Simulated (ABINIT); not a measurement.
## Cd: positron calculation (part 1 of 2)

System: Cd (P6₃/mmc, 4 atoms in the cell).
Method: Kohn-Sham DFT of a periodic cell, PBEsol, JTH PAW PBE v2.0, no spin polarisation (ABINIT 10.8.3).

The structure derives from a Materials Project entry. The run did not end well.

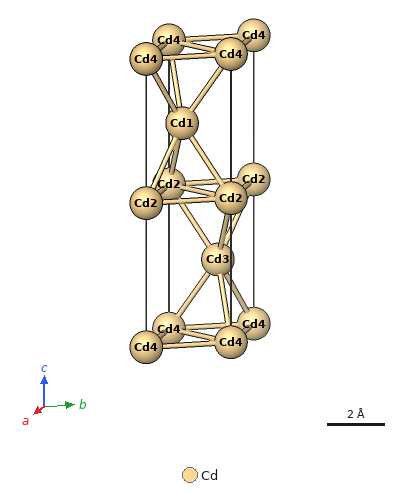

Figure 1. The structure (ball-and-stick view of the cell of the calculation, seen slightly off an axis; atoms are numbered from 1 in the order of the input). Near neighbours in the crystal (not all of them lie inside the picture): Cd has 12 Cd at 3.09 to 3.16 Å.

## Input
```
# Datasets
ndtset 2

# Pseudopotentials
pp_dirpath "./"
pseudos "Cd.GGA_PBE-JTH.xml"

# Structure
acell 3*1.0
rprim
     5.8450507196     0.0000000000     0.0000000000
    -2.9225253598     5.0619624096     0.0000000000
     0.0000000000     0.0000000000    19.7112361324
ntypat 1
znucl 48
natom 4
typat 1 1 1 1
xred
            2/3            1/3            3/4
            0.0            0.0            1/2
            1/3            2/3            1/4
            0.0            0.0            0.0

# Plane-wave basis
ecut 435.382180 eV
pawecutdg 32.0

# Exchange and correlation
ixc -116133

# SCF cycle
nstep 80

# Output
iomode 3
prteig 0
prtebands 0
prtwf 0

# Dataset 1: electrons
kptopt1 1
ngkpt1 7 7 2
nshiftk1 1
shiftk1 0.0 0.0 0.0
nband1 29
occopt1 6
tsmear1 0.2 eV
tolvrs1 1.0e-10
prtden1 1

# Dataset 2: positron in the electrons' density
positron2 1
ixcpositron2 11
getden2 1
kptopt2 0
nkpt2 1
kpt2 0.0 0.0 0.0
nband2 1
occopt2 2
occ2 1.0
posocc2 1.0
toldfe2 1.0e-9
optforces2 0
optstress2 0
prtden2 0
```

Launch command:
```bash
abinit run.abi > log 2>&1
```

## The program's output
```
.Version 10.8.3 of ABINIT
 DATASET    1 : space group P6_3/m m c (#194); Bravais hP (primitive hexag.)
================================================================================
 Values of the parameters that define the memory need for DATASET  1.
     intxc =       0    ionmov =       0      iscf =      17    lmnmax =      18
     lnmax =       6     mgfft =      72  mpssoang =       3    mqgrid =    5020
     natom =       4  nloc_mem =       2    nspden =       1   nspinor =       1
    nsppol =       1      nsym =      24    n1xccc =       1    ntypat =       1
    occopt =       6   xclevel =       2
       mpw =        1801          nfft =       41472          nkpt =          16
 PAW method is used; the additional fine FFT grid is defined by:
   mgfftf=       108    nfftf =     97200
================================================================================
================================================================================

 DATASET    2 : space group P6_3/m m c (#194); Bravais hP (primitive hexag.)
================================================================================
 Values of the parameters that define the memory need for DATASET  2.
     intxc =       0    ionmov =       0      iscf =      17    lmnmax =      18
     lnmax =       6     mgfft =      72  mpssoang =       3    mqgrid =    5020
     natom =       4  nloc_mem =       2    nspden =       1   nspinor =       1
    nsppol =       1      nsym =      24    n1xccc =       1    ntypat =       1
    occopt =       2   xclevel =       2
       mpw =         882          nfft =       41472          nkpt =           1
 PAW method is used; the additional fine FFT grid is defined by:
   mgfftf=       108    nfftf =     97200
================================================================================
================================================================================

--------------------------------------------------------------------------------
------------- Echo of variables that govern the present computation ------------
--------------------------------------------------------------------------------
 -outvars: echo values of preprocessed input variables --------
            acell      1.0000000000E+00  1.0000000000E+00  1.0000000000E+00 Bohr
              amu      1.12411000E+02
             ecut      1.60000000E+01 Hartree
           getden1          0
           getden2          1
              ixc     -116133
      ixcpositron1          1
      ixcpositron2         11
           jdtset        1    2
           kptopt1          1
           kptopt2          0
         kptrlatt        7    0    0      0    7    0      0    0    2
          kptrlen1     3.94224723E+01
          kptrlen2     3.00000000E+01
            natom           4
            nband1         29
            nband2          1
           ndtset           2
            ngfft          24      24      72
          ngfftdg          30      30     108
             nkpt1         16
             nkpt2          1
            nstep          80
             nsym          24
           ntypat           1
           occopt1          6
           occopt2          2
        optforces1          2
        optforces2          0
        optstress1          1
        optstress2          0
        pawecutdg      3.20000000E+01 Hartree
         positron1          0
         positron2          1
           prtden1          1
           prtden2          0
        prtebands           0
           prteig           0
            prtwf           0
            rprim      5.8450507196E+00  0.0000000000E+00  0.0000000000E+00
                      -2.9225253598E+00  5.0619624096E+00  0.0000000000E+00
                       0.0000000000E+00  0.0000000000E+00  1.9711236132E+01
           shiftk1     0.00000000E+00  0.00000000E+00  0.00000000E+00
           shiftk2     5.00000000E-01  5.00000000E-01  5.00000000E-01
          spgroup         194
           toldfe1     0.00000000E+00 Hartree
           toldfe2     1.00000000E-09 Hartree
           tolvrs1     1.00000000E-10
           tolvrs2     0.00000000E+00
           tsmear1     7.34986444E-03 Hartree
           tsmear2     1.00000000E-02 Hartree
            typat      1  1  1  1
           useylm           1
           xangst      1.5465338176E+00  8.9289171593E-01  7.8230527147E+00
                       0.0000000000E+00  0.0000000000E+00  5.2153684765E+00
                      -5.7233248424E-17  1.7857834319E+00  2.6076842382E+00
                       0.0000000000E+00  0.0000000000E+00  0.0000000000E+00
            xcart      2.9225253598E+00  1.6873208032E+00  1.4783427099E+01
                       0.0000000000E+00  0.0000000000E+00  9.8556180662E+00
                      -1.0815516482E-16  3.3746416064E+00  4.9278090331E+00
                       0.0000000000E+00  0.0000000000E+00  0.0000000000E+00
             xred      6.6666666667E-01  3.3333333333E-01  7.5000000000E-01
                       0.0000000000E+00  0.0000000000E+00  5.0000000000E-01
                       3.3333333333E-01  6.6666666667E-01  2.5000000000E-01
                       0.0000000000E+00  0.0000000000E+00  0.0000000000E+00
            znucl       48.00000

================================================================================

 chkinp: Checking input parameters for consistency, jdtset=   1.

 chkinp: Checking input parameters for consistency, jdtset=   2.

================================================================================
== DATASET  1 ==================================================================

--- !DatasetInfo
iteration_state: {dtset: 1, }
dimensions: {natom: 4, nkpt: 16, mband: 29, nsppol: 1, nspinor: 1, nspden: 1, mpw: 1801, }
cutoff_energies: {ecut:  16.0, pawecutdg:  32.0, }
electrons: {nelect:   4.80000000E+01, charge:   0.00000000E+00, occopt:   6.00000000E+00, tsmear:   7.34986444E-03, }
meta: {optdriver: 0, ionmov: 0, optcell: 0, iscf: 17, paral_kgb: 0, }
...

 Real(R)+Recip(G) space primitive vectors, cartesian coordinates (Bohr,Bohr^-1):
 R(1)=  5.8450507  0.0000000  0.0000000  G(1)=  0.1710849  0.0987759  0.0000000
 R(2)= -2.9225254  5.0619624  0.0000000  G(2)=  0.0000000  0.1975518  0.0000000
 R(3)=  0.0000000  0.0000000 19.7112361  G(3)=  0.0000000  0.0000000  0.0507325
 Unit cell volume ucvol=  5.8320476E+02 bohr^3
 Angles (23,13,12)=  9.00000000E+01  9.00000000E+01  1.20000000E+02 degrees

 Coarse grid specifications (used for wave-functions):

 getcut: wavevector=  0.0000  0.0000  0.0000  ngfft=  24  24  72
         ecut(hartree)=     16.000   => boxcut(ratio)=   2.02859

 Fine grid specifications (used for densities):

 getcut: wavevector=  0.0000  0.0000  0.0000  ngfft=  30  30 108
         ecut(hartree)=     32.000   => boxcut(ratio)=   2.01704

--- Pseudopotential description ------------------------------------------------
- pspini: atom type   1  psp file is ./Cd.GGA_PBE-JTH.xml
 Pseudopotential format is: paw10
 basis_size (lnmax)=  6 (lmn_size= 18), orbitals=   0   0   1   1   2   2
 Spheres core radius: rc_sph= 2.50233826
 Shapefunction is BESSEL type: shapef(r,l)=aa(1,l)*jl(q(1,l)*r)+aa(2,l)*jl(q(2,l)*r)
 Radius for shape functions =  2.31074885
 Compensation charge density is not taken into account in XC energy/potential

   4.96011583E+03                                ecore*ucvol(ha*bohr**3)
--------------------------------------------------------------------------------

================================================================================

--- !BeginCycle
iteration_state: {dtset: 1, }
solver: {iscf: 17, nstep: 80, nline: 4, wfoptalg: 10, }
tolerances: {tolvrs: 1.00E-10, }
...

     iter   Etot(hartree)      deltaE(h)  residm     nres2
 ETOT  1  -189.92958384483    -1.899E+02 3.245E-01 4.285E+00
 ETOT  2  -190.54546864206    -6.159E-01 1.552E-01 3.146E+03
 ETOT  3  -190.22309458547     3.224E-01 1.505E-01 7.220E+00
 ETOT  4  -190.23810869743    -1.501E-02 1.532E-01 2.752E+01
 ETOT  5  -190.22040679914     1.770E-02 1.219E-01 3.779E-01
 ETOT  6  -190.22696672368    -6.560E-03 6.720E-02 6.980E-02
 ETOT  7  -190.22777557352    -8.088E-04 1.523E-02 6.582E-02
 ETOT  8  -190.22843245270    -6.569E-04 3.308E-02 7.146E-02
 ETOT  9  -190.22894520214    -5.127E-04 1.774E-02 1.023E-01
 ETOT 10  -190.22839298231     5.522E-04 3.209E-02 1.256E-01
[... 60 further cycles ...]
 ETOT 71  -190.22899737748    -7.406E-06 1.191E-03 1.025E-04
 ETOT 72  -190.22898067326     1.670E-05 2.183E-04 2.057E-04
 ETOT 73  -190.22898528945    -4.616E-06 4.381E-04 1.744E-04
 ETOT 74  -190.22902151587    -3.623E-05 7.057E-03 7.951E-04
 ETOT 75  -190.22903232167    -1.081E-05 4.959E-03 1.098E-03
 ETOT 76  -190.22901345797     1.886E-05 1.448E-03 5.643E-04
 ETOT 77  -190.22903856304    -2.511E-05 2.136E-03 1.319E-03
 ETOT 78  -190.22900034213     3.822E-05 2.742E-03 4.153E-04
 ETOT 79  -190.22900515815    -4.816E-06 4.027E-03 3.576E-04
 ETOT 80  -190.22940377514    -3.986E-04 1.161E-01 1.800E-01

 Cartesian components of stress tensor (hartree/bohr^3)
  sigma(1 1)=  1.68798019E-04  sigma(3 2)=  0.00000000E+00
  sigma(2 2)=  1.68798019E-04  sigma(3 1)=  0.00000000E+00
  sigma(3 3)=  6.09682194E-05  sigma(2 1)=  0.00000000E+00

 scprqt:  WARNING -
  nstep=   80 was not enough SCF cycles to converge;
  density residual=  1.800E-01 exceeds tolvrs=  1.000E-10

--- !ResultsGS
iteration_state: {dtset: 1, }
comment   : Summary of ground state results
lattice_vectors:
- [  5.8450507,   0.0000000,   0.0000000, ]
- [ -2.9225254,   5.0619624,   0.0000000, ]
- [  0.0000000,   0.0000000,  19.7112361, ]
lattice_lengths: [   5.84505,    5.84505,   19.71124, ]
lattice_angles: [ 90.000,  90.000, 120.000, ] # degrees, (23, 13, 12)
lattice_volume:   5.8320476E+02
convergence: {deltae: -3.986E-04, res2:  1.800E-01, residm:  1.161E-01, diffor: null, }
etotal    :  -1.90229404E+02
entropy   :   0.00000000E+00
fermie    :   2.68947505E-01
cartesian_stress_tensor: # hartree/bohr^3
- [  1.68798019E-04,   0.00000000E+00,   0.00000000E+00, ]
- [  0.00000000E+00,   1.68798019E-04,   0.00000000E+00, ]
- [  0.00000000E+00,   0.00000000E+00,   6.09682194E-05, ]
pressure_GPa:  -3.9087E+00
xred      :
- [  6.6667E-01,   3.3333E-01,   7.5000E-01, Cd]
- [  0.0000E+00,   0.0000E+00,   5.0000E-01, Cd]
- [  3.3333E-01,   6.6667E-01,   2.5000E-01, Cd]
- [  0.0000E+00,   0.0000E+00,   0.0000E+00, Cd]
cartesian_forces: # hartree/bohr
- [ -3.68536781E-28,   0.00000000E+00,  -0.00000000E+00, ]
- [ -0.00000000E+00,  -2.12774810E-28,  -0.00000000E+00, ]
- [  3.68536781E-28,   4.25549620E-28,  -0.00000000E+00, ]
- [ -0.00000000E+00,  -2.12774810E-28,  -0.00000000E+00, ]
force_length_stats: {min:   2.12774810E-28, max:   5.62949232E-28, mean:   3.39258908E-28, }
...

 Integrated electronic density in atomic spheres:
 ------------------------------------------------
 Atom  Sphere_radius  Integrated_density
    1        2.50234         10.43955867
    2        2.50234         10.44890019
    3        2.50234         10.43955867
    4        2.50234         10.44890019

================================================================================

 ----iterations are completed or convergence reached----

 Mean square residual over all n,k,spin=   37.685E-05; max=  11.611E-02
 reduced coordinates (array xred) for    4 atoms
       0.666666666667      0.333333333333      0.750000000000
       0.000000000000      0.000000000000      0.500000000000
       0.333333333333      0.666666666667      0.250000000000
       0.000000000000      0.000000000000      0.000000000000
 rms dE/dt=  1.2437E-27; max dE/dt=  2.1541E-27; dE/dt below (all hartree)
    1       0.000000000000     -0.000000000000      0.000000000000
    2       0.000000000000      0.000000000000      0.000000000000
    3      -0.000000000000     -0.000000000000      0.000000000000
    4       0.000000000000      0.000000000000      0.000000000000

 cartesian coordinates (angstrom) at end:
    1      1.54653381764306     0.89289171593024     7.82305271468815
    2      0.00000000000000     0.00000000000000     5.21536847645877
    3     -0.00000000000000     1.78578343186048     2.60768423822938
    4      0.00000000000000     0.00000000000000     0.00000000000000

 cartesian forces (hartree/bohr) at end:
    1     -0.00000000000000     0.00000000000000    -0.00000000000000
    2     -0.00000000000000    -0.00000000000000    -0.00000000000000
    3      0.00000000000000     0.00000000000000    -0.00000000000000
    4     -0.00000000000000    -0.00000000000000    -0.00000000000000
 frms,max,avg= 2.1277481E-28 4.2554962E-28   0.000E+00  0.000E+00  0.000E+00 h/b
```
